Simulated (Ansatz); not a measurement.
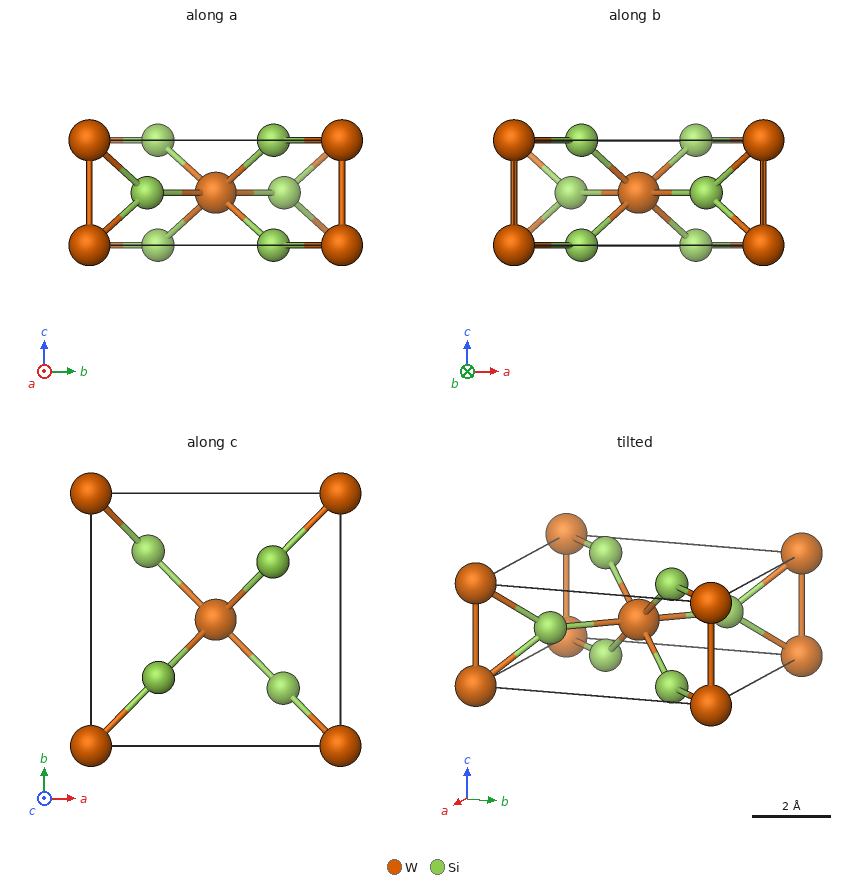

Structure drawing (ball-and-stick), viewed along the a axis, along the b axis, along the c axis and slightly off an axis. Lines trace the edges of the unit cell.

Lattice parameters: a = 6.4709 Å, b = 6.5515 Å, c = 2.7228 Å, α = 90.000°, β = 90.000°, γ = 90.000°.

> Put the structure into a CIF in P1 with every atom of the cell, with free fractional coordinates to two decimals.

```cif
data_structure
_symmetry_space_group_name_H-M 'P 1'
_symmetry_Int_Tables_number 1
_cell_length_a 6.4709
_cell_length_b 6.5515
_cell_length_c 2.7228
_cell_angle_alpha 90.000
_cell_angle_beta 90.000
_cell_angle_gamma 90.000
_cell_volume 115.43
loop_
_atom_site_label
_atom_site_type_symbol
_atom_site_fract_x
_atom_site_fract_y
_atom_site_fract_z
_atom_site_occupancy
W1 W 0.00 0.00 0.00 1
Si1 Si 0.23 0.77 0.50 1
Si2 Si 0.73 0.73 0.00 1
Si3 Si 0.77 0.23 0.50 1
Si4 Si 0.27 0.27 0.00 1
W2 W 0.50 0.50 0.50 1
```

It derives from a textbook structure type filled with these elements (whether it is the usual form wasn't checked). The structure drawn was relaxed with DFT r2SCAN, scalar-relativistic, plane waves, PAW (Ansatz 0.2.0).
